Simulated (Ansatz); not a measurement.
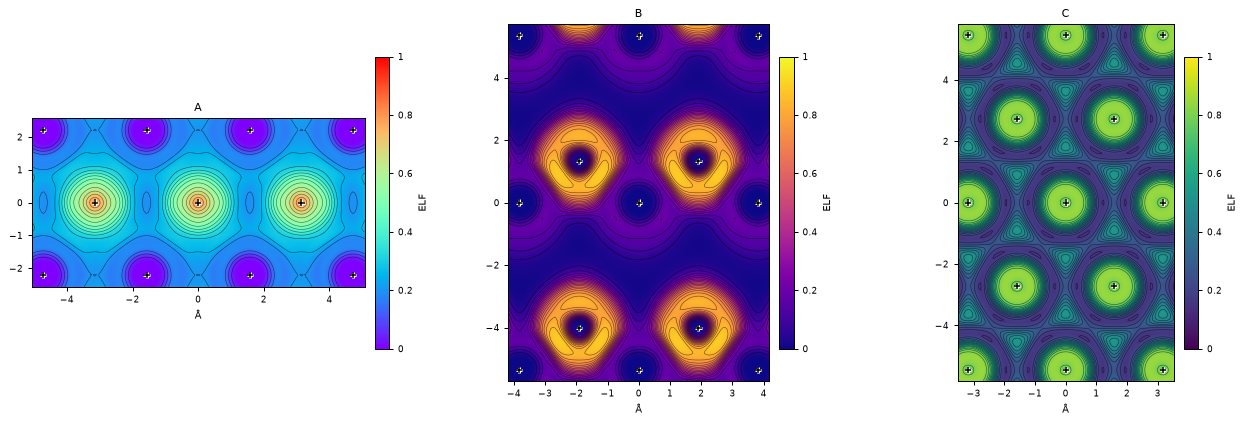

The electron localisation function of 3 systems, each on a plane through atoms (crosses mark nuclei in the plane).

Level of theory: Ansatz, DFT, PBEsol, PAW with Ansatz's default frozen-core files, scalar-relativistic.

System 1: ZnAu, the (101) plane of the conventional cell. Space group P4/mmm; changed on purpose from its base cell (zz strain of -1 %, PAW files); computed without spin polarisation.

```cif
data_structure
_symmetry_space_group_name_H-M 'P 1'
_symmetry_Int_Tables_number 1
_cell_length_a 3.1470
_cell_length_b 3.1470
_cell_length_c 3.1155
_cell_angle_alpha 90.000
_cell_angle_beta 90.000
_cell_angle_gamma 90.000
_cell_volume 30.85
loop_
_atom_site_label
_atom_site_type_symbol
_atom_site_fract_x
_atom_site_fract_y
_atom_site_fract_z
_atom_site_occupancy
Zn1 Zn 0.50000 0.50000 0.50000 1
Au1 Au 0.00000 0.00000 0.00000 1
```

System 2: Hf, the (011̄) plane of the conventional cell. Space group I4/mmm; changed on purpose from its base cell (equal xx and yy strain of +1 %, PAW files); computed pressure about −4 GPa in this cell.

```
Hf
1.0
     2.24220   -2.24220    0.00000
     2.24220    2.24220    0.00000
     0.00000    0.00000    4.44000
Hf
2
Direct
  0.00000 0.00000 0.00000
  0.50000 0.50000 0.50000
```

System 3: ZnS, the (010) plane of the conventional cell. Space group I-4m2; changed on purpose from its base cell (zz strain of -1 %, PAW files).

```cif
data_structure
_symmetry_space_group_name_H-M 'P 1'
_symmetry_Int_Tables_number 1
_cell_length_a 3.8250
_cell_length_b 3.8250
_cell_length_c 5.3552
_cell_angle_alpha 90.000
_cell_angle_beta 90.000
_cell_angle_gamma 90.000
_cell_volume 78.35
loop_
_atom_site_label
_atom_site_type_symbol
_atom_site_fract_x
_atom_site_fract_y
_atom_site_fract_z
_atom_site_occupancy
Zn1 Zn 0.00000 0.00000 0.00000 1
Zn2 Zn 0.50000 0.50000 0.50000 1
S1 S 0.50000 0.00000 0.25000 1
S2 S 0.00000 0.50000 0.75000 1
```

**Which map belongs to which system?**

Panel A is system 1, ZnAu: the plane holds Zn and Au. Zn–Au (2.72 Å): the ELF is about 0.30 at the midpoint (no shared electron pair shows on this line). Panel B is system 3, ZnS: the plane holds Zn and S. Zn–S (2.33 Å): the ELF peaks at about 0.90 in the valence shell of S, 0.8 Å from its nucleus, and is about 0.55 at the midpoint. Panel C is system 2, Hf: the plane holds Hf. Hf–Hf (3.16 Å): the ELF is about 0.25 at the midpoint (no localised pair shows between them).
